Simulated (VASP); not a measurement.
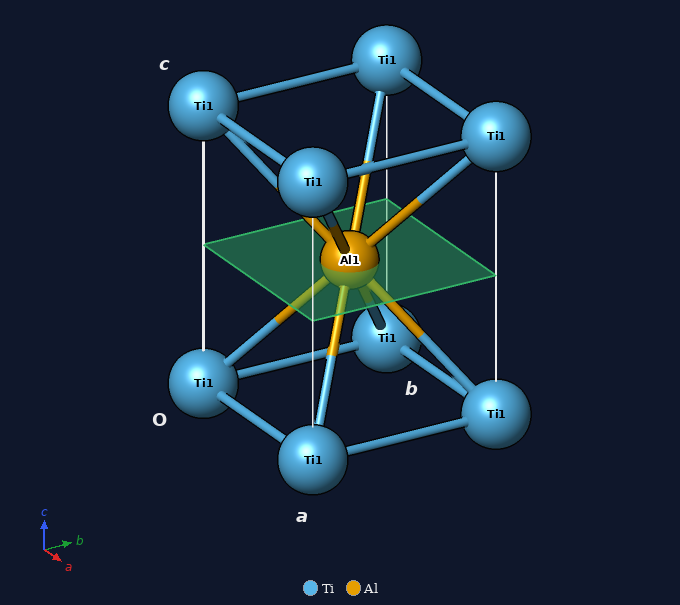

For TiAl, an entry of the Crystallography Open Database, as set up for an electronic-structure calculation: the shaded plane is a symmetry element of the crystal. Geometry calculated from the standardised cell; symmetry tolerance 0.002 Å.

a = 2.837 Å, b = 2.837 Å, c = 4.059 Å, α = 90.00°, β = 90.00°, γ = 90.00°.

```csv
atom,x,y,z
Ti1,0.0000,0.0000,0.0000
Al1,0.5000,0.5000,0.5000
```

> Is it a mirror or a glide plane, and what is the operation?

It is a mirror plane, parallel to (0 0 1), through (1/2, 1/2, 1/2): x, y, z → x, y, −z+1.

> Onto which atom does it carry each atom (up to whole multiples of a, b and c)?

Ti1 → Ti1, Al1 → Al1.

> What is the crystal's space group?

P4/mmm (No. 123).
